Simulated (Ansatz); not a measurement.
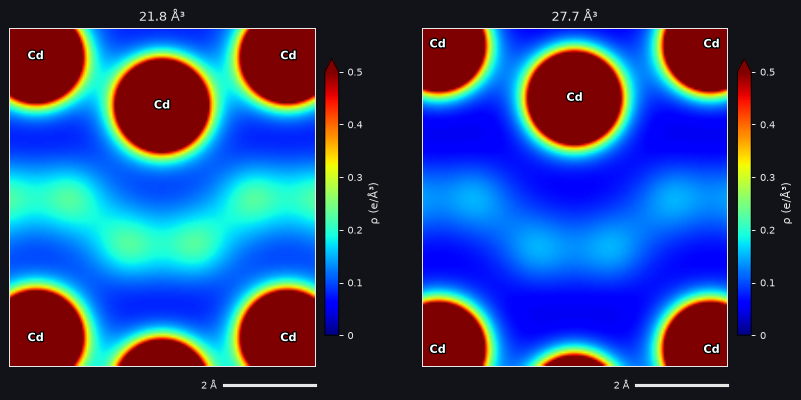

Cd. The valence electron density of cells scaled evenly to different volumes (given per atom above each panel), on the (110) plane of each (indices in the axes of the cell below), at one length scale and on one colour scale.

A generated structure, not necessarily the stable one.

These are results of DFT, RPBE, plane waves (420 eV) with PAW, scalar-relativistic in Ansatz 0.2.0, not measurements.

The largest cell:

```cif
data_structure
_symmetry_space_group_name_H-M 'P 1'
_symmetry_Int_Tables_number 1
_cell_length_a 3.7259
_cell_length_b 3.7259
_cell_length_c 6.0267
_cell_angle_alpha 103.080
_cell_angle_beta 103.080
_cell_angle_gamma 128.867
_cell_volume 55.47
loop_
_atom_site_label
_atom_site_type_symbol
_atom_site_fract_x
_atom_site_fract_y
_atom_site_fract_z
_atom_site_occupancy
Cd1 Cd 0.96251 0.03749 0.00000 1
Cd2 Cd 0.78749 0.21251 0.50000 1
```

| volume (Å³/atom) | Cd–Cd contact in the plane (Å) | ρ at its midpoint (e/Å³) | pressure (GPa) | 
| --- | --- | --- | --- |
| 21.79 | 2.985 | 0.193 | 5.7 | 
| 24.76 | 3.115 | ? | ? | 
| 27.73 | 3.235 | 0.129 | −2.2 | 

Question: Estimate the missing row, and compare with the calculation.

Answer: Over the known rows ln ρ falls by 1.61 per Å of Cd–Cd distance (the line through the two), which gives 0.157 e/Å³ at 3.115 Å; the calculation gives 0.156 e/Å³. For the pressure, a straight line in volume between the neighbouring rows gives 1.7 GPa; the calculation gives −0.1, lower because pressure rises ever faster on compression.
